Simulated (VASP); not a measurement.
**Run report: Hf, geometry relaxation (part 3 of 3)**

The same run, continued: Hf (P6₃/mmc, 2 atoms in the cell); Kohn-Sham DFT of a periodic cell, PBEsol, VASP PAW PBE potentials, recommended, no spin polarisation (VASP 6.6.1); cutoff 520 eV, 3×3×2 k-mesh, Gaussian smearing of 0.1 eV. The structure derives from an entry of the Crystallography Open Database.

Geometry of the input (Å; fractional positions):
```
3.1967  0.0000  0.0000
-1.5983  2.7684  0.0000
0.0000  0.0000  5.0578
Hf 0.3333  0.6667  0.2500
Hf 0.6667  0.3333  0.7500
```

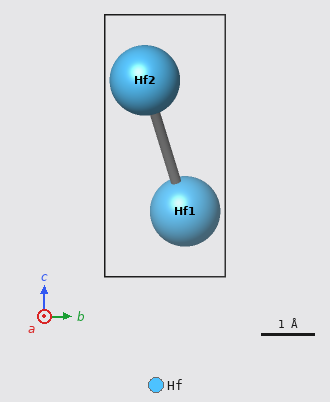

The geometry at step 8 of the log (ball-and-stick view of the cell of the calculation, along the a axis; atoms are numbered from 1 in the order of the input).

### Parts of OUTCAR, continued
```
------------------------ aborting loop because EDIFF is reached ----------------------------------------

  FORCE on cell =-STRESS in cart. coord.  units (eV):
  Direction    XX          YY          ZZ          XY          YZ          ZX
  --------------------------------------------------------------------------------------
  -------------------------------------------------------------------------------------
  Total        2.1028592      2.1028592      2.8561705      0.0000000      0.0000000      0.0000000
  in kB       84.1987214     84.1987215    114.3613917      0.0000000      0.0000000      0.0000000
  external PRESSURE =    -405.7470551 kB  Pullay stress =     500.0000000 kB

 VOLUME and BASIS-vectors are now :
 -----------------------------------------------------------------------------
  energy-cutoff  :      520.00
  volume of cell :       40.01
      direct lattice vectors                 reciprocal lattice vectors
     3.080938079 -0.000000000  0.000000000     0.324576468  0.187394311 -0.000000000
    -1.540469040  2.668170646 -0.000000000     0.000000000  0.374788622 -0.000000000
     0.000000000  0.000000000  4.867642811    -0.000000000  0.000000000  0.205438246

 POSITION                                       TOTAL-FORCE (eV/Angst)
 -----------------------------------------------------------------------------------
     -0.00000      1.77878      1.21691        -0.000000      0.000000      0.000000
      1.54047      0.88939      3.65073         0.000000     -0.000000      0.000000
 -----------------------------------------------------------------------------------
    total drift:                               -0.000001      0.000001     -0.000000

  FREE ENERGIE OF THE ION-ELECTRON SYSTEM (eV)
  ---------------------------------------------------
  free  energy   TOTEN  =       -20.9800913784 eV

  energy  without entropy=      -20.9702568533  energy(sigma->0) =      -20.97517412

  enthalpy is  TOTEN    =        -8.4926145344 eV   P V=       12.4874768440

[... ionic steps 4 to 13 ...]

--------------------------------------- Ionic step       14  -------------------------------------------

 number of electron      19.9999999 magnetization

------------------------ aborting loop because EDIFF is reached ----------------------------------------

  FORCE on cell =-STRESS in cart. coord.  units (eV):
  Direction    XX          YY          ZZ          XY          YZ          ZX
  --------------------------------------------------------------------------------------
  -------------------------------------------------------------------------------------
  Total        9.6108080      9.6108080      9.5804011      0.0000000     -0.0000000      0.0000000
  in kB      500.3977951    500.3977962    498.8146274      0.0000000     -0.0000000      0.0000000
  external PRESSURE =      -0.1299271 kB  Pullay stress =     500.0000000 kB

 VOLUME and BASIS-vectors are now :
 -----------------------------------------------------------------------------
  energy-cutoff  :      520.00
  volume of cell :       30.77
      direct lattice vectors                 reciprocal lattice vectors
     2.658617944 -0.000000000  0.000000000     0.376135278  0.217161804 -0.000000000
    -1.329308972  2.302430681 -0.000000000     0.000000000  0.434323608  0.000000000
     0.000000000 -0.000000000  5.027042982    -0.000000000  0.000000000  0.198924100

 POSITION                                       TOTAL-FORCE (eV/Angst)
 -----------------------------------------------------------------------------------
     -0.00000      1.53495      1.25676         0.000000     -0.000000      0.000000
      1.32931      0.76748      3.77028         0.000000      0.000000      0.000000
 -----------------------------------------------------------------------------------
    total drift:                               -0.000001      0.000001     -0.000000

  FREE ENERGIE OF THE ION-ELECTRON SYSTEM (eV)
  ---------------------------------------------------
  free  energy   TOTEN  =       -19.5137599621 eV

  energy  without entropy=      -19.5036530304  energy(sigma->0) =      -19.50870650

  enthalpy is  TOTEN    =        -9.9105921948 eV   P V=        9.6031677673

--------------------------------------- Ionic step       15  -------------------------------------------

 number of electron      19.9999999 magnetization

------------------------ aborting loop because EDIFF is reached ----------------------------------------

  FORCE on cell =-STRESS in cart. coord.  units (eV):
  Direction    XX          YY          ZZ          XY          YZ          ZX
  --------------------------------------------------------------------------------------
  -------------------------------------------------------------------------------------
  Total        9.5937954      9.5937954      9.6165808      0.0000000      0.0000000     -0.0000000
  in kB      499.4740340    499.4740356    500.6602923      0.0000000      0.0000000     -0.0000000
  external PRESSURE =      -0.1305460 kB  Pullay stress =     500.0000000 kB

 VOLUME and BASIS-vectors are now :
 -----------------------------------------------------------------------------
  energy-cutoff  :      520.00
  volume of cell :       30.77
      direct lattice vectors                 reciprocal lattice vectors
     2.659231239 -0.000000000  0.000000000     0.376048531  0.217111720 -0.000000000
    -1.329615619  2.302961811 -0.000000000     0.000000000  0.434223440  0.000000000
     0.000000000 -0.000000000  5.025106592    -0.000000000 -0.000000000  0.199000754

 POSITION                                       TOTAL-FORCE (eV/Angst)
 -----------------------------------------------------------------------------------
     -0.00000      1.53531      1.25628         0.000000      0.000000      0.000000
      1.32962      0.76765      3.76883        -0.000000     -0.000000      0.000000
 -----------------------------------------------------------------------------------
    total drift:                               -0.000001      0.000001     -0.000000

  FREE ENERGIE OF THE ION-ELECTRON SYSTEM (eV)
  ---------------------------------------------------
  free  energy   TOTEN  =       -19.5144915530 eV

  energy  without entropy=      -19.5044101369  energy(sigma->0) =      -19.50945084

  enthalpy is  TOTEN    =        -9.9105935172 eV   P V=        9.6038980358

--------------------------------------- Ionic step       16  -------------------------------------------

 number of electron      19.9999999 magnetization

 Free energy of the ion-electron system (eV)
  ---------------------------------------------------
  ext. energy  EPLUGINS =         0.00000000
  ---------------------------------------------------
  free energy    TOTEN  =       -19.51417475 eV

  energy without entropy =      -19.50408296  energy(sigma->0) =      -19.50912886

 E-fermi :   7.2870     XC(G=0): -13.2130     alpha+bet :-17.3422

 val. band max:        7.0794820534   @ k =   0.3333   0.3333   0.0000
 cond. band min:       7.3344649864   @ k =   0.3333   0.3333   0.0000
 fundamental gap:      0.2549829330
 Fermi energy:         7.2869610155

 k-point     1 :       0.0000    0.0000    0.0000
  band No.  band energies     occupation
      1     -23.4176      2.00000
      2     -21.5331      2.00000
      3     -21.1043      2.00000
      4     -21.1043      2.00000
      5     -20.9624      2.00000
      6     -20.9624      2.00000
      7      -0.6905      2.00000
      8       2.4965      2.00000
      9       6.7767      2.00000
     10       8.7227      0.00000
     11       9.1605      0.00000
     12       9.1605      0.00000
     13       9.8311      0.00000
     14       9.8311      0.00000

 k-point     2 :       0.3333    0.0000    0.0000
  band No.  band energies     occupation
      1     -23.3969      2.00000
      2     -23.1905      2.00000
      3     -22.6540      2.00000
      4     -21.6694      2.00000
      5     -21.5601      2.00000
      6     -21.4104      2.00000
      7       2.8971      2.00000
      8       3.8748      2.00000
      9       4.6089      2.00000
     10       6.9871      1.99998
     11       8.2522      0.00000
     12       9.1250      0.00000
     13      10.5500      0.00000
     14      12.7114      0.00000

 k-point     3 :       0.3333    0.3333    0.0000
  band No.  band energies     occupation
      1     -23.3199      2.00000
      2     -23.1284      2.00000
      3     -23.1284      2.00000
      4     -22.8924      2.00000
      5     -21.9125      2.00000
      6     -21.9125      2.00000
      7       4.1891      2.00000
      8       6.7871      2.00000
      9       6.7871      2.00000
     10       7.0795      1.99666
     11       7.3345      0.50171
     12       7.3345      0.50170
     13      10.0587      0.00000
     14      13.4041      0.00000

 k-point     4 :       0.0000    0.0000    0.5000
  band No.  band energies     occupation
      1     -22.5372      2.00000
      2     -22.5372      2.00000
      3     -21.0337      2.00000
      4     -21.0337      2.00000
      5     -21.0337      2.00000
      6     -21.0337      2.00000
      7       1.4700      2.00000
      8       1.4700      2.00000
      9       6.5741      2.00000
     10       6.5741      2.00000
     11       9.2968      0.00000
     12       9.2968      0.00000
     13       9.2968      0.00000
     14       9.2968      0.00000

 k-point     5 :       0.3333    0.0000    0.5000
  band No.  band energies     occupation
      1     -23.3987      2.00000
      2     -23.3987      2.00000
      3     -21.9993      2.00000
      4     -21.9993      2.00000
      5     -21.5415      2.00000
      6     -21.5415      2.00000
      7       3.1614      2.00000
      8       3.1614      2.00000
      9       5.3690      2.00000
     10       5.3690      2.00000
     11       9.7617      0.00000
     12       9.7617      0.00000
     13      12.4022      0.00000
     14      12.4022      0.00000

 k-point     6 :       0.3333    0.3333    0.5000
  band No.  band energies     occupation
      1     -23.2612      2.00000
      2     -23.2612      2.00000
      3     -23.1109      2.00000
      4     -23.1109      2.00000
      5     -21.7476      2.00000
      6     -21.7476      2.00000
      7       5.1285      2.00000
      8       5.1285      2.00000
      9       5.9203      2.00000
     10       5.9203      2.00000
     11       8.3247      0.00000
     12       8.3247      0.00000
     13      10.2405      0.00000
     14      10.2405      0.00000

------------------------ aborting loop because EDIFF is reached ----------------------------------------

  FORCE on cell =-STRESS in cart. coord.  units (eV):
  Direction    XX          YY          ZZ          XY          YZ          ZX
  --------------------------------------------------------------------------------------
  -------------------------------------------------------------------------------------
  Total        9.6007410      9.6007410      9.6007114      0.0000000      0.0000000      0.0000000
  in kB      499.8522334    499.8522347    499.8506925      0.0000000      0.0000000      0.0000000
  external PRESSURE =      -0.1482798 kB  Pullay stress =     500.0000000 kB

 VOLUME and BASIS-vectors are now :
 -----------------------------------------------------------------------------
  energy-cutoff  :      520.00
  volume of cell :       30.77
      direct lattice vectors                 reciprocal lattice vectors
     2.658963176 -0.000000000  0.000000000     0.376086442  0.217133608 -0.000000000
    -1.329481588  2.302729662 -0.000000000     0.000000000  0.434267216  0.000000000
     0.000000000 -0.000000000  5.025952961    -0.000000000 -0.000000000  0.198967242

 POSITION                                       TOTAL-FORCE (eV/Angst)
 -----------------------------------------------------------------------------------
     -0.00000      1.53515      1.25649        -0.000000      0.000000      0.000000
      1.32948      0.76758      3.76946         0.000000     -0.000000      0.000000
 -----------------------------------------------------------------------------------
    total drift:                               -0.000001      0.000001     -0.000000

  FREE ENERGIE OF THE ION-ELECTRON SYSTEM (eV)
  ---------------------------------------------------
  free  energy   TOTEN  =       -19.5141747513 eV

  energy  without entropy=      -19.5040829632  energy(sigma->0) =      -19.50912886

  enthalpy is  TOTEN    =        -9.9105956114 eV   P V=        9.6035791399

 reached required accuracy - stopping structural energy minimisation
```

### CONTCAR
```
Hf
   1.00000000000000
     2.6589631762757158   -0.0000000000000000    0.0000000000000000
    -1.3294815881378579    2.3027296615276787   -0.0000000000000000
     0.0000000000000000   -0.0000000000000000    5.0259529611864222
  Hf
     2
Direct
     0.3333333300000021    0.6666666699999979    0.2500000000000000
     0.6666666699999979    0.3333333300000021    0.7500000000000000

  0.00000000E+00  0.00000000E+00  0.00000000E+00
  0.00000000E+00  0.00000000E+00  0.00000000E+00
```

### Trajectory as extended XYZ (Å, eV, eV/Å), 16 frames, from step=0 to step=15
```
2
Lattice="3.1967 0.0000 0.0000 -1.5983 2.7684 0.0000 0.0000 0.0000 5.0578" Properties=species:S:1:pos:R:3:forces:R:3 step=0 energy=-21.03874
Hf    0.0000    1.8456    1.2645    0.0000   0.0000   0.0000
Hf    1.5983    0.9228    3.7934    0.0000   0.0000   0.0000
2
Lattice="2.0397 -0.0000 0.0000 -1.0198 1.7664 -0.0000 0.0000 0.0000 3.1572" Properties=species:S:1:pos:R:3:forces:R:3 step=1 energy=34.60006
Hf    0.0000    1.1776    0.7893    0.0000   0.0000   0.0000
Hf    1.0198    0.5888    2.3679    0.0000   0.0000   0.0000
2
Lattice="3.0809 -0.0000 0.0000 -1.5405 2.6682 -0.0000 0.0000 0.0000 4.8676" Properties=species:S:1:pos:R:3:forces:R:3 step=2 energy=-20.98010
Hf    0.0000    1.7788    1.2169    0.0000   0.0000   0.0000
Hf    1.5405    0.8894    3.6507    0.0000   0.0000   0.0000
2
Lattice="3.0091 -0.0000 0.0000 -1.5046 2.6060 -0.0000 0.0000 0.0000 4.7497" Properties=species:S:1:pos:R:3:forces:R:3 step=3 energy=-20.72130
Hf    0.0000    1.7373    1.1874    0.0000   0.0000   0.0000
Hf    1.5046    0.8687    3.5623    0.0000   0.0000   0.0000
2
Lattice="2.8733 -0.0000 0.0000 -1.4367 2.4884 -0.0000 0.0000 0.0000 4.5266" Properties=species:S:1:pos:R:3:forces:R:3 step=4 energy=-19.64507
Hf    0.0000    1.6589    1.1317    0.0000   0.0000   0.0000
Hf    1.4367    0.8295    3.3950    0.0000   0.0000   0.0000
2
Lattice="2.8842 -0.0000 0.0000 -1.4421 2.4978 -0.0000 0.0000 0.0000 4.5444" Properties=species:S:1:pos:R:3:forces:R:3 step=5 energy=-19.76446
Hf    0.0000    1.6652    1.1361    0.0000   0.0000   0.0000
Hf    1.4421    0.8326    3.4083    0.0000   0.0000   0.0000
2
Lattice="2.7556 -0.0000 0.0000 -1.3778 2.3864 -0.0000 0.0000 -0.0000 4.8266" Properties=species:S:1:pos:R:3:forces:R:3 step=6 energy=-19.70100
Hf    0.0000    1.5909    1.2067    0.0000   0.0000   0.0000
Hf    1.3778    0.7955    3.6200    0.0000   0.0000   0.0000
2
Lattice="2.6273 -0.0000 0.0000 -1.3136 2.2753 -0.0000 0.0000 -0.0000 5.1081" Properties=species:S:1:pos:R:3:forces:R:3 step=7 energy=-19.42376
Hf    0.0000    1.5169    1.2770    0.0000   0.0000   0.0000
Hf    1.3136    0.7584    3.8311    0.0000   0.0000   0.0000
2
Lattice="2.6703 -0.0000 0.0000 -1.3351 2.3125 -0.0000 0.0000 -0.0000 5.0138" Properties=species:S:1:pos:R:3:forces:R:3 step=8 energy=-19.57060
Hf    0.0000    1.5417    1.2534    0.0000   0.0000   0.0000
Hf    1.3351    0.7708    3.7603    0.0000   0.0000   0.0000
2
Lattice="2.6568 -0.0000 0.0000 -1.3284 2.3008 -0.0000 0.0000 -0.0000 5.0434" Properties=species:S:1:pos:R:3:forces:R:3 step=9 energy=-19.53098
Hf    0.0000    1.5339    1.2608    0.0000   0.0000   0.0000
Hf    1.3284    0.7669    3.7825    0.0000   0.0000   0.0000
2
Lattice="2.6617 -0.0000 0.0000 -1.3309 2.3051 -0.0000 0.0000 -0.0000 5.0325" Properties=species:S:1:pos:R:3:forces:R:3 step=10 energy=-19.54637
Hf    0.0000    1.5367    1.2581    0.0000   0.0000   0.0000
Hf    1.3309    0.7684    3.7744    0.0000   0.0000   0.0000
2
Lattice="2.6497 -0.0000 0.0000 -1.3249 2.2947 -0.0000 0.0000 -0.0000 5.0112" Properties=species:S:1:pos:R:3:forces:R:3 step=11 energy=-19.41711
Hf    0.0000    1.5298    1.2528    0.0000   0.0000   0.0000
Hf    1.3249    0.7649    3.7584    0.0000   0.0000   0.0000
2
Lattice="2.6586 -0.0000 0.0000 -1.3293 2.3024 -0.0000 0.0000 -0.0000 5.0269" Properties=species:S:1:pos:R:3:forces:R:3 step=12 energy=-19.51309
Hf    0.0000    1.5349    1.2567    0.0000   0.0000   0.0000
Hf    1.3293    0.7675    3.7702    0.0000   0.0000   0.0000
2
Lattice="2.6586 -0.0000 0.0000 -1.3293 2.3024 -0.0000 0.0000 -0.0000 5.0270" Properties=species:S:1:pos:R:3:forces:R:3 step=13 energy=-19.51376
Hf    0.0000    1.5350    1.2568    0.0000   0.0000   0.0000
Hf    1.3293    0.7675    3.7703    0.0000   0.0000   0.0000
2
Lattice="2.6592 -0.0000 0.0000 -1.3296 2.3030 -0.0000 0.0000 -0.0000 5.0251" Properties=species:S:1:pos:R:3:forces:R:3 step=14 energy=-19.51450
Hf    0.0000    1.5353    1.2563    0.0000   0.0000   0.0000
Hf    1.3296    0.7677    3.7688    0.0000   0.0000   0.0000
2
Lattice="2.6590 -0.0000 0.0000 -1.3295 2.3027 -0.0000 0.0000 -0.0000 5.0260" Properties=species:S:1:pos:R:3:forces:R:3 step=15 energy=-19.51418
Hf    0.0000    1.5352    1.2565    0.0000   0.0000   0.0000
Hf    1.3295    0.7676    3.7695    0.0000   0.0000   0.0000
```
